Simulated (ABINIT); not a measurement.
**Run report: P, geometry relaxation (part 3 of 4)**

The same run, continued: P (R-3m, 2 atoms in the cell); Kohn-Sham DFT of a periodic cell, PBEsol, PseudoDojo NC SR PBEsol v0.4.1 standard, no spin polarisation (ABINIT 10.8.3); cutoff 598.65 eV, 7×7×7 k-mesh, fermi-dirac of 0.05 eV. The structure derives from a Materials Project entry.

Geometry of the input (Å; fractional positions):
```
1.7257  0.9963  3.1297
-1.7257  0.9963  3.1297
0.0000  -1.9927  3.1297
P  0.7729  0.7729  0.7729
P  0.2271  0.2271  0.2271
```

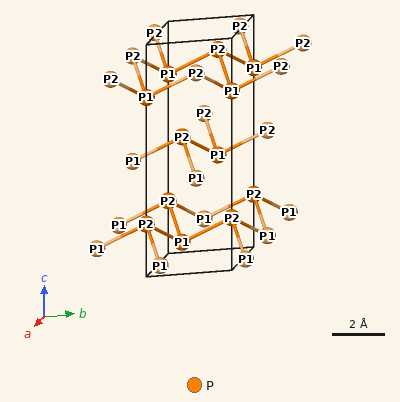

Figure 1. The structure as given in the input (ball-and-stick view of the cell 3 times as large as that of the calculation, set on its symmetry axes, seen slightly off an axis; neighbours outside the cell are drawn fainter; atoms are numbered from 1 in the order of the input). An atom can appear more than once, as a periodic image.

### The program's output, continued
```
 Cartesian coordinates (xcart) [bohr]
  3.82265538856753E-16  5.57815909208707E-10  1.31116545804363E+01
  8.11096368838639E-17  1.67553723736213E-10  3.93840323576823E+00
 Reduced coordinates (xred)
  7.69009391157306E-01  7.69009391157306E-01  7.69009391157306E-01
  2.30990608842694E-01  2.30990608842694E-01  2.30990608842694E-01
 Cartesian forces (fcart) [Ha/bohr]; max,rms= 2.84271E-04 1.64124E-04 (free atoms)
 -1.83081776580219E-20  4.24524660136227E-15 -2.84271290865449E-04
  1.83081776580219E-20 -4.24524660136227E-15  2.84271290865449E-04
 Gradient of E wrt nuclear positions in reduced coordinates (gred)
  1.61561398158101E-03  1.61561398158100E-03  1.61561398158100E-03
 -1.61561398158101E-03 -1.61561398158100E-03 -1.61561398158100E-03
 Scale of Primitive Cell (acell) [bohr]
  6.80822912644021E+00  6.80822912644021E+00  6.80822912617993E+00
 Real space primitive translations (rprimd) [bohr]
  3.24632334335903E+00  1.87426565641819E+00  5.68335260542951E+00
 -3.24632334335903E+00  1.87426565641819E+00  5.68335260542951E+00
  0.00000000000000E+00 -3.74853131211102E+00  5.68335260534554E+00
 Unitary Cell Volume (ucvol) [Bohr^3]=  2.07481210741580E+02
 Angles (23,13,12)= [degrees]
  5.69562832545958E+01  5.69562832545958E+01  5.69562832531214E+01
 Lengths [Bohr]
  6.80822912644021E+00  6.80822912644021E+00  6.80822912617993E+00
 Stress tensor in cartesian coordinates (strten) [Ha/bohr^3]
 -8.25666643873655E-07  0.00000000000000E+00  0.00000000000000E+00
  0.00000000000000E+00 -8.25666685560361E-07 -1.95426327784299E-13
  0.00000000000000E+00 -1.95426327784299E-13  1.33750188190634E-05
 Total energy (etotal) [Ha]= -1.38453971406564E+01

 Difference of energy with previous step (new-old):
           Absolute (Ha)=-3.76166E-05
           Relative     =-2.71690E-06

--- Iteration: ( 7/50) Internal Cycle: (1/1)
--------------------------------------------------------------------------------

---SELF-CONSISTENT-FIELD CONVERGENCE--------------------------------------------

--- !BeginCycle
iteration_state: {dtset: 1, itime: 7, icycle: 1, }
solver: {iscf: 7, nstep: 80, nline: 4, wfoptalg: 0, }
tolerances: {tolvrs: 1.00E-12, }
...

     iter   Etot(hartree)      deltaE(h)  residm     vres2
 ETOT  1  -13.845402860487    -1.385E+01 4.683E-06 2.392E-02
 ETOT  2  -13.845407248475    -4.388E-06 1.242E-07 5.987E-04
 ETOT  3  -13.845407368813    -1.203E-07 5.320E-08 2.234E-05
 ETOT  4  -13.845407371841    -3.028E-09 2.039E-08 2.276E-07
 ETOT  5  -13.845407371861    -1.971E-11 7.362E-09 1.180E-09
 ETOT  6  -13.845407371861    -1.190E-13 4.358E-09 1.392E-11
 ETOT  7  -13.845407371861    -1.776E-14 1.743E-09 2.272E-13

 At SCF step    7       vres2   =  2.27E-13 < tolvrs=  1.00E-12 =>converged.

 Cartesian components of stress tensor (hartree/bohr^3)
  sigma(1 1)=  5.51861532E-07  sigma(3 2)= -1.96593675E-13
  sigma(2 2)=  5.51861490E-07  sigma(3 1)=  0.00000000E+00
  sigma(3 3)=  7.49326611E-06  sigma(2 1)=  0.00000000E+00

--- !ResultsGS
iteration_state: {dtset: 1, itime: 7, icycle: 1, }
comment   : Summary of ground state results
lattice_vectors:
- [  3.2476248,   1.8750171,   5.6614851, ]
- [ -3.2476248,   1.8750171,   5.6614851, ]
- [  0.0000000,  -3.7500341,   5.6614851, ]
lattice_lengths: [   6.79082,    6.79082,    6.79082, ]
lattice_angles: [ 57.141,  57.141,  57.141, ] # degrees, (23, 13, 12)
lattice_volume:   2.0684865E+02
convergence: {deltae: -1.776E-14, res2:  2.272E-13, residm:  1.743E-09, diffor: null, }
etotal    :  -1.38454074E+01
entropy   :   0.00000000E+00
fermie    :   3.26802042E-01
cartesian_stress_tensor: # hartree/bohr^3
- [  5.51861532E-07,   0.00000000E+00,   0.00000000E+00, ]
- [  0.00000000E+00,   5.51861490E-07,  -1.96593675E-13, ]
- [  0.00000000E+00,  -1.96593675E-13,   7.49326611E-06, ]
pressure_GPa:  -8.4311E-02
xred      :
- [  7.6862E-01,   7.6862E-01,   7.6862E-01,  P]
- [  2.3138E-01,   2.3138E-01,   2.3138E-01,  P]
cartesian_forces: # hartree/bohr
- [  2.54129568E-21,   7.88308595E-16,  -5.27871097E-05, ]
- [ -2.54129568E-21,  -7.88308595E-16,   5.27871097E-05, ]
force_length_stats: {min:   5.27871097E-05, max:   5.27871097E-05, mean:   5.27871097E-05, }
...

 Integrated electronic density in atomic spheres:
 ------------------------------------------------
 Atom  Sphere_radius  Integrated_density
    1        2.00000          2.73552633
    2        2.00000          2.73552633

---OUTPUT-----------------------------------------------------------------------

 Cartesian coordinates (xcart) [bohr]
  3.19777998755629E-16  5.55388206913714E-10  1.30545641226263E+01
  3.17809139249355E-16  1.67189394983810E-10  3.92989120316799E+00
 Reduced coordinates (xred)
  7.68618355561885E-01  7.68618355561885E-01  7.68618355561885E-01
  2.31381644438115E-01  2.31381644438115E-01  2.31381644438116E-01
 Cartesian forces (fcart) [Ha/bohr]; max,rms= 5.27871E-05 3.04767E-05 (free atoms)
  2.54129567507363E-21  7.88308595024747E-16 -5.27871096667389E-05
 -2.54129567507363E-21 -7.88308595024747E-16  5.27871096667389E-05
 Gradient of E wrt nuclear positions in reduced coordinates (gred)
  2.98853435304177E-04  2.98853435304177E-04  2.98853435304177E-04
 -2.98853435304177E-04 -2.98853435304177E-04 -2.98853435304177E-04
 Scale of Primitive Cell (acell) [bohr]
  6.79081507687918E+00  6.79081507687918E+00  6.79081507661917E+00
 Real space primitive translations (rprimd) [bohr]
  3.24762479809031E+00  1.87501705165671E+00  5.66148510862610E+00
 -3.24762479809031E+00  1.87501705165671E+00  5.66148510862610E+00
  0.00000000000000E+00 -3.75003410259085E+00  5.66148510854209E+00
 Unitary Cell Volume (ucvol) [Bohr^3]=  2.06848649700710E+02
 Angles (23,13,12)= [degrees]
  5.71407525928478E+01  5.71407525928478E+01  5.71407525913660E+01
 Lengths [Bohr]
  6.79081507687918E+00  6.79081507687918E+00  6.79081507661917E+00
 Stress tensor in cartesian coordinates (strten) [Ha/bohr^3]
  5.51861531636940E-07  0.00000000000000E+00  0.00000000000000E+00
  0.00000000000000E+00  5.51861489679183E-07 -1.96593674722343E-13
  0.00000000000000E+00 -1.96593674722343E-13  7.49326610874693E-06
 Total energy (etotal) [Ha]= -1.38454073718613E+01

 Difference of energy with previous step (new-old):
           Absolute (Ha)=-1.02312E-05
           Relative     =-7.38960E-07

--- Iteration: ( 8/50) Internal Cycle: (1/1)
--------------------------------------------------------------------------------

---SELF-CONSISTENT-FIELD CONVERGENCE--------------------------------------------

--- !BeginCycle
iteration_state: {dtset: 1, itime: 8, icycle: 1, }
solver: {iscf: 7, nstep: 80, nline: 4, wfoptalg: 0, }
tolerances: {tolvrs: 1.00E-12, }
...

     iter   Etot(hartree)      deltaE(h)  residm     vres2
 ETOT  1  -13.845408266964    -1.385E+01 2.475E-02 1.566E-02
 ETOT  2  -13.845411179456    -2.912E-06 3.448E-04 4.310E-04
 ETOT  3  -13.845411264437    -8.498E-08 1.805E-05 1.639E-05
 ETOT  4  -13.845411266683    -2.246E-09 1.371E-08 1.499E-07
 ETOT  5  -13.845411266695    -1.251E-11 4.836E-09 7.341E-10
 ETOT  6  -13.845411266695    -1.261E-13 2.918E-09 7.464E-12
 ETOT  7  -13.845411266695     1.954E-14 1.231E-09 1.466E-13

 At SCF step    7       vres2   =  1.47E-13 < tolvrs=  1.00E-12 =>converged.

 Cartesian components of stress tensor (hartree/bohr^3)
  sigma(1 1)= -6.26065901E-07  sigma(3 2)= -1.97629417E-13
  sigma(2 2)= -6.26065943E-07  sigma(3 1)=  0.00000000E+00
  sigma(3 3)=  3.09126797E-06  sigma(2 1)=  0.00000000E+00

--- !ResultsGS
iteration_state: {dtset: 1, itime: 8, icycle: 1, }
comment   : Summary of ground state results
lattice_vectors:
- [  3.2481710,   1.8753324,   5.6430714, ]
- [ -3.2481710,   1.8753324,   5.6430714, ]
- [  0.0000000,  -3.7506648,   5.6430714, ]
lattice_lengths: [   6.77582,    6.77582,    6.77582, ]
lattice_angles: [ 57.289,  57.289,  57.289, ] # degrees, (23, 13, 12)
lattice_volume:   2.0624525E+02
convergence: {deltae:  1.954E-14, res2:  1.466E-13, residm:  1.231E-09, diffor: null, }
etotal    :  -1.38454113E+01
entropy   :   0.00000000E+00
fermie    :   3.27803051E-01
cartesian_stress_tensor: # hartree/bohr^3
- [ -6.26065901E-07,   0.00000000E+00,   0.00000000E+00, ]
- [  0.00000000E+00,  -6.26065943E-07,  -1.97629417E-13, ]
- [  0.00000000E+00,  -1.97629417E-13,   3.09126797E-06, ]
pressure_GPa:  -1.8036E-02
xred      :
- [  7.6831E-01,   7.6831E-01,   7.6831E-01,  P]
- [  2.3169E-01,   2.3169E-01,   2.3169E-01,  P]
cartesian_forces: # hartree/bohr
- [  6.01147045E-22,   5.70741915E-16,  -3.82175400E-05, ]
- [ -6.01147045E-22,  -5.70741915E-16,   3.82175400E-05, ]
force_length_stats: {min:   3.82175400E-05, max:   3.82175400E-05, mean:   3.82175400E-05, }
...

 Integrated electronic density in atomic spheres:
 ------------------------------------------------
 Atom  Sphere_radius  Integrated_density
    1        2.00000          2.73717409
    2        2.00000          2.73717409

---OUTPUT-----------------------------------------------------------------------

 Cartesian coordinates (xcart) [bohr]
  1.66611094055076E-16  5.53358726512871E-10  1.30068955214337E+01
  2.21560852171551E-16  1.66868463339216E-10  3.92231872066131E+00
 Reduced coordinates (xred)
  7.68310645457581E-01  7.68310645457581E-01  7.68310645457582E-01
  2.31689354542419E-01  2.31689354542419E-01  2.31689354542419E-01
 Cartesian forces (fcart) [Ha/bohr]; max,rms= 3.82175E-05 2.20649E-05 (free atoms)
  6.01147044563510E-22  5.70741915468641E-16 -3.82175400250559E-05
 -6.01147044563510E-22 -5.70741915468641E-16  3.82175400250559E-05
 Gradient of E wrt nuclear positions in reduced coordinates (gred)
  2.15664307630003E-04  2.15664307630003E-04  2.15664307630003E-04
 -2.15664307630003E-04 -2.15664307630003E-04 -2.15664307630003E-04
 Scale of Primitive Cell (acell) [bohr]
  6.77582037290892E+00  6.77582037290892E+00  6.77582037264917E+00
 Real space primitive translations (rprimd) [bohr]
  3.24817103238192E+00  1.87533242017123E+00  5.64307141405966E+00
 -3.24817103238192E+00  1.87533242017123E+00  5.64307141405966E+00
  0.00000000000000E+00 -3.75066483962223E+00  5.64307141397564E+00
 Unitary Cell Volume (ucvol) [Bohr^3]=  2.06245246251188E+02
 Angles (23,13,12)= [degrees]
  5.72894144335632E+01  5.72894144335632E+01  5.72894144320753E+01
 Lengths [Bohr]
  6.77582037290892E+00  6.77582037290892E+00  6.77582037264917E+00
 Stress tensor in cartesian coordinates (strten) [Ha/bohr^3]
 -6.26065900510408E-07  0.00000000000000E+00  0.00000000000000E+00
  0.00000000000000E+00 -6.26065942700618E-07 -1.97629417059231E-13
  0.00000000000000E+00 -1.97629417059231E-13  3.09126797390629E-06
 Total energy (etotal) [Ha]= -1.38454112666953E+01

 Difference of energy with previous step (new-old):
           Absolute (Ha)=-3.89483E-06
           Relative     =-2.81309E-07

--- Iteration: ( 9/50) Internal Cycle: (1/1)
--------------------------------------------------------------------------------

---SELF-CONSISTENT-FIELD CONVERGENCE--------------------------------------------

--- !BeginCycle
iteration_state: {dtset: 1, itime: 9, icycle: 1, }
solver: {iscf: 7, nstep: 80, nline: 4, wfoptalg: 0, }
tolerances: {tolvrs: 1.00E-12, }
...

     iter   Etot(hartree)      deltaE(h)  residm     vres2
 ETOT  1  -13.845410212691    -1.385E+01 1.026E-04 1.318E-02
 ETOT  2  -13.845412674308    -2.462E-06 7.278E-08 3.482E-04
 ETOT  3  -13.845412745472    -7.116E-08 2.016E-08 1.166E-05
 ETOT  4  -13.845412747054    -1.582E-09 1.148E-08 1.118E-07
 ETOT  5  -13.845412747064    -9.537E-12 4.156E-09 6.449E-10
 ETOT  6  -13.845412747064    -1.030E-13 2.551E-09 7.349E-12
 ETOT  7  -13.845412747064     9.237E-14 1.002E-09 1.200E-13

 At SCF step    7       vres2   =  1.20E-13 < tolvrs=  1.00E-12 =>converged.

 Cartesian components of stress tensor (hartree/bohr^3)
  sigma(1 1)= -7.31027936E-07  sigma(3 2)= -1.98475064E-13
  sigma(2 2)= -7.31027979E-07  sigma(3 1)=  0.00000000E+00
  sigma(3 3)=  7.05318353E-07  sigma(2 1)=  0.00000000E+00

--- !ResultsGS
iteration_state: {dtset: 1, itime: 9, icycle: 1, }
comment   : Summary of ground state results
lattice_vectors:
- [  3.2490637,   1.8758478,   5.6273550, ]
- [ -3.2490637,   1.8758478,   5.6273550, ]
- [  0.0000000,  -3.7516957,   5.6273550, ]
lattice_lengths: [   6.76331,    6.76331,    6.76331, ]
lattice_angles: [ 57.422,  57.422,  57.422, ] # degrees, (23, 13, 12)
lattice_volume:   2.0578390E+02
convergence: {deltae:  9.237E-14, res2:  1.200E-13, residm:  1.002E-09, diffor: null, }
etotal    :  -1.38454127E+01
entropy   :   0.00000000E+00
fermie    :   3.28383969E-01
cartesian_stress_tensor: # hartree/bohr^3
- [ -7.31027936E-07,   0.00000000E+00,   0.00000000E+00, ]
- [  0.00000000E+00,  -7.31027979E-07,  -1.98475064E-13, ]
- [  0.00000000E+00,  -1.98475064E-13,   7.05318353E-07, ]
pressure_GPa:   7.4213E-03
xred      :
- [  7.6804E-01,   7.6804E-01,   7.6804E-01,  P]
- [  2.3196E-01,   2.3196E-01,   2.3196E-01,  P]
cartesian_forces: # hartree/bohr
- [  2.83992713E-21,   5.07282087E-16,  -3.39681247E-05, ]
- [ -2.83992713E-21,  -5.07282087E-16,   3.39681247E-05, ]
force_length_stats: {min:   3.39681247E-05, max:   3.39681247E-05, mean:   3.39681247E-05, }
...

 Integrated electronic density in atomic spheres:
 ------------------------------------------------
 Atom  Sphere_radius  Integrated_density
    1        2.00000          2.74404978
    2        2.00000          2.74404978

---OUTPUT-----------------------------------------------------------------------

 Cartesian coordinates (xcart) [bohr]
  1.60613563487377E-16  5.51624664988764E-10  1.29661042964224E+01
  3.59621576148192E-16  1.66599141875375E-10  3.91596076394689E+00
 Reduced coordinates (xred)
  7.68040180514432E-01  7.68040180514432E-01  7.68040180514431E-01
  2.31959819485569E-01  2.31959819485569E-01  2.31959819485569E-01
 Cartesian forces (fcart) [Ha/bohr]; max,rms= 3.39681E-05 1.96115E-05 (free atoms)
  2.83992712722008E-21  5.07282087330630E-16 -3.39681247463817E-05
 -2.83992712722008E-21 -5.07282087330630E-16  3.39681247463817E-05
 Gradient of E wrt nuclear positions in reduced coordinates (gred)
  1.91150697315719E-04  1.91150697315719E-04  1.91150697315719E-04
 -1.91150697315719E-04 -1.91150697315719E-04 -1.91150697315719E-04
 Scale of Primitive Cell (acell) [bohr]
  6.76330872109071E+00  6.76330872109071E+00  6.76330872083116E+00
 Real space primitive translations (rprimd) [bohr]
  3.24906374972319E+00  1.87584783076786E+00  5.62735502015111E+00
 -3.24906374972319E+00  1.87584783076786E+00  5.62735502015111E+00
  0.00000000000000E+00 -3.75169566081749E+00  5.62735502006707E+00
 Unitary Cell Volume (ucvol) [Bohr^3]=  2.05783904575004E+02
 Angles (23,13,12)= [degrees]
  5.74224848940411E+01  5.74224848940411E+01  5.74224848925478E+01
 Lengths [Bohr]
  6.76330872109071E+00  6.76330872109071E+00  6.76330872083116E+00
 Stress tensor in cartesian coordinates (strten) [Ha/bohr^3]
 -7.31027936155034E-07  0.00000000000000E+00  0.00000000000000E+00
  0.00000000000000E+00 -7.31027978538232E-07 -1.98475063546783E-13
  0.00000000000000E+00 -1.98475063546783E-13  7.05318353410190E-07
 Total energy (etotal) [Ha]= -1.38454127470638E+01

 Difference of energy with previous step (new-old):
           Absolute (Ha)=-1.48037E-06
           Relative     =-1.06921E-07

--- Iteration: (10/50) Internal Cycle: (1/1)
--------------------------------------------------------------------------------

---SELF-CONSISTENT-FIELD CONVERGENCE--------------------------------------------

--- !BeginCycle
iteration_state: {dtset: 1, itime: 10, icycle: 1, }
solver: {iscf: 7, nstep: 80, nline: 4, wfoptalg: 0, }
tolerances: {tolvrs: 1.00E-12, }
...

     iter   Etot(hartree)      deltaE(h)  residm     vres2
 ETOT  1  -13.845412038541    -1.385E+01 1.172E-04 4.900E-03
 ETOT  2  -13.845412950717    -9.122E-07 4.901E-07 1.222E-04
 ETOT  3  -13.845412976192    -2.548E-08 7.535E-09 3.842E-06
 ETOT  4  -13.845412976707    -5.158E-10 4.536E-09 3.904E-08
 ETOT  5  -13.845412976711    -3.386E-12 1.561E-09 2.518E-10
 ETOT  6  -13.845412976711    -1.066E-14 1.026E-09 2.935E-12
 ETOT  7  -13.845412976711    -3.197E-14 3.702E-10 4.284E-14

 At SCF step    7       vres2   =  4.28E-14 < tolvrs=  1.00E-12 =>converged.

 Cartesian components of stress tensor (hartree/bohr^3)
  sigma(1 1)= -1.64836716E-07  sigma(3 2)= -1.98950521E-13
  sigma(2 2)= -1.64836759E-07  sigma(3 1)=  0.00000000E+00
  sigma(3 3)= -2.95498147E-07  sigma(2 1)=  0.00000000E+00
```
